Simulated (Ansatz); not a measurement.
This input was run:

```
crystal:
  lattice:
    - [0.0, 2.5669177485, 2.5669177485]
    - [2.5669177485, 0.0, 2.5669177485]
    - [2.5669177485, 2.5669177485, 0.0]
  atoms:
    - { symbol: Mg, position: [0.0, 0.0, 0.0] }
    - { symbol: S, position: [0.5, 0.5, 0.5] }
kpoints:
  mp_grid: { grid: [8, 8, 8] }
  band_path:
    path:
      - [0.0, 0.0, 0.0]
      - [0.5, 0.0, 0.5]
      - [0.625, 0.25, 0.625]
      - [0.375, 0.375, 0.75]
      - [0.5, 0.5, 0.5]
      - [0.5, 0.25, 0.75]
    npoints: 1
hamiltonian:
  xc: r2scan
scf:
  occupations: { method: fixed }
  n_extra_bands: 4
output:
  forces: true
  stress: true
  eigenvalues: true
```

Command:
```bash
ansatz run input.yaml --threads 4 --pin off --max-ram 3686MiB --backend cpu --events-out ev --progress --plain --runs-dir out
```

Predict the main features of the density of states.

There is a gap; over the k points computed it is 3.55 eV (indirect; the smallest direct gap is 4.99 eV). The upper group of valence states starts about 5.1 eV under the valence-band top (which lies at −1.8 eV on this axis), with a gap beneath it; it holds about 6 electrons a cell.

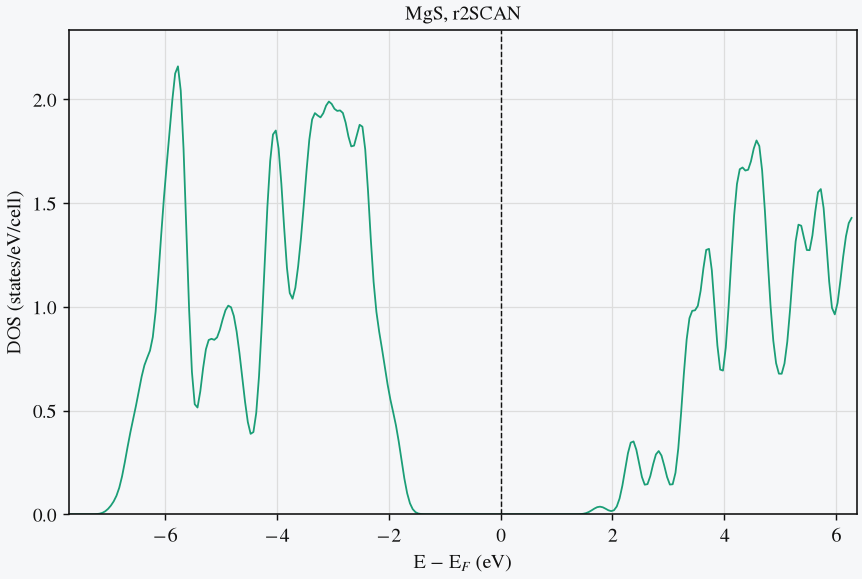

Density of states. Energies are counted from the Fermi level, put mid-gap where there is a gap. The curve is built from the levels of the k mesh with Gaussians 0.3 eV wide, which also blur the band edges.
